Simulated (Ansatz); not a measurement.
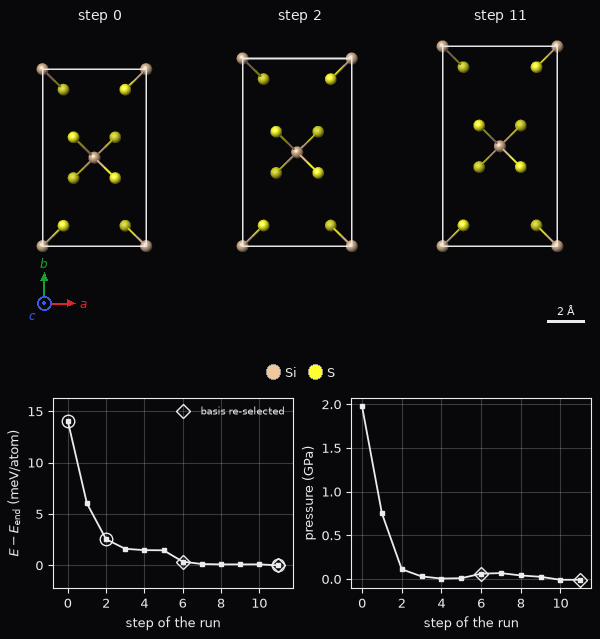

Frames of a relaxation of crystalline SiS₂ (set up in Ibam), marked on the history of the run. Style: ball-and-stick. Shown: the conventional cell (2 times the calculation's cell), along the c axis. Lengths and directions refer to the drawn axes.

Theory: Ansatz 0.2.0, DFT PBE, scalar-relativistic, plane waves, PAW.

The input:
```yaml
crystal:
  lattice:
    - [-2.8746902717, 4.9104522643, 2.7743526901]
    - [2.8746902717, -4.9104522643, 2.7743526901]
    - [2.8746902717, 4.9104522643, -2.7743526901]
  atoms:
    - { symbol: Si, position: [0.75, 0.75, 0.0] }
    - { symbol: Si, position: [0.25, 0.25, 0.0] }
    - { symbol: S, position: [0.88474514, 0.79856471, 0.68330985] }
    - { symbol: S, position: [0.11525487, 0.20143529, 0.31669015] }
    - { symbol: S, position: [0.61525487, 0.29856471, 0.91381958] }
    - { symbol: S, position: [0.38474513, 0.70143529, 0.08618042] }
basis:
  ecutwfc: 420
kpoints:
  mp_grid: { grid: [6, 6, 6] }
hamiltonian:
  xc: pbe
scf:
  occupations: { method: gaussian, width: 0.02 }
output:
  forces: true
  stress: true
  eigenvalues: true
  write_density: true
  write_potential: true
  elf: true
  volumetric_format: npy
relax:
  adjacent_minimum: "off"
  f_tol: 0.005
  max_steps: 80
  cell: { stress_tol: 0.05 }
```

Command:
```bash
ansatz run input.yaml --threads 4 --pin off --max-ram 6144MiB --backend cpu --events-out ev --progress --plain --runs-dir out
```

Describe the path.

The largest moves relative to the cell, 0.18 Å, are those of S3, S4, S5 and S6. S5 goes along [2 −1 0]. Si stays in place. Cell: a 5.749 → 6.369 Å (+10.8 %), b 9.821 → 11.088 Å (+12.9 %), c 5.549 → 5.593 Å (+0.8 %). Volume +26.1 %. Some distances before and after: Si1–S3 2.132 → 2.149 Å. The space group stays Ibam (No. 72). Over 9 accepted moves (11 points after the start) the energy falls by 14.1 meV per atom. The largest force component goes from 0.24 to 0.0033 eV/Å. Pressure: 1.98 GPa at the start and −0.01 GPa at the end. The SCF was repeated twice at an unchanged geometry on a basis and grid sized afresh for the cell, which shifted the energy by 1.1 meV per atom at most. From step 0 to 2: S atoms move most (0.08 Å), volume +12.7 %, energy −11.5 meV per atom. From step 2 to 11: S atoms move most (0.09 Å), volume +11.9 %, energy −2.5 meV per atom.

```
step  E − E(0), meV/atom  largest force component, eV/Å  pressure, GPa  volume, Å³/atom                      note
   0                0.00                         0.2381           1.98           26.109                          
   1               -8.04                         0.0984           0.75           27.765                          
   2              -11.53                         0.0175           0.11           29.416                          
   3              -12.47                         0.0149           0.03           30.730                          
   4              -12.60                         0.0068           0.01           31.123                          
   5              -12.61                         0.0044           0.01           31.345                          
   6              -13.71                         0.0034           0.06           31.345  same geometry, new basis
   7              -13.95                         0.0109           0.07           32.203                          
   8              -13.98                         0.0089           0.04           32.804                          
   9              -13.98                         0.0063           0.03           32.839                          
  10              -13.98                         0.0032          -0.01           32.914                          
  11              -14.08                         0.0033          -0.01           32.914  same geometry, new basis
```
